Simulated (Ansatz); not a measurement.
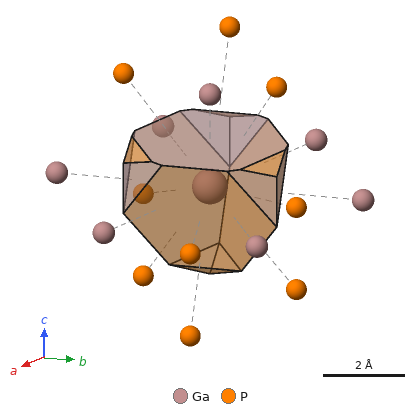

Voronoi–Dirichlet polyhedron, computed geometrically; every face belongs to one neighbour and no atomic radii are used. Central atom: Ga (6c) in GaP; faces take the colour of the neighbour behind them. Geometry: the structure of a calculation's input, shown in its standard cell.

GaP, space group R-3m:H (No. 166), a = 3.885 Å, b = 3.885 Å, c = 19.304 Å, α = 90.00°, β = 90.00°, γ = 120.00°

| site | Wyckoff | x | y | z |
| --- | --- | --- | --- | --- |
| Ga | 6c | 0.6667 | 0.3333 | 0.7689 |
| P | 6c | 0.3333 | 0.6667 | 0.7242 |

### Give the Voronoi index ⟨n3,n4,n5,n6,…⟩ (numbers of faces with 3, 4, 5, 6 … edges).

16 faces, index ⟨6,6,0,3,0,0,0,0,0,1⟩.

### Which neighbours share a face with the central atom?

9 P (70 % of the solid angle) and 7 Ga (30 % of the solid angle).
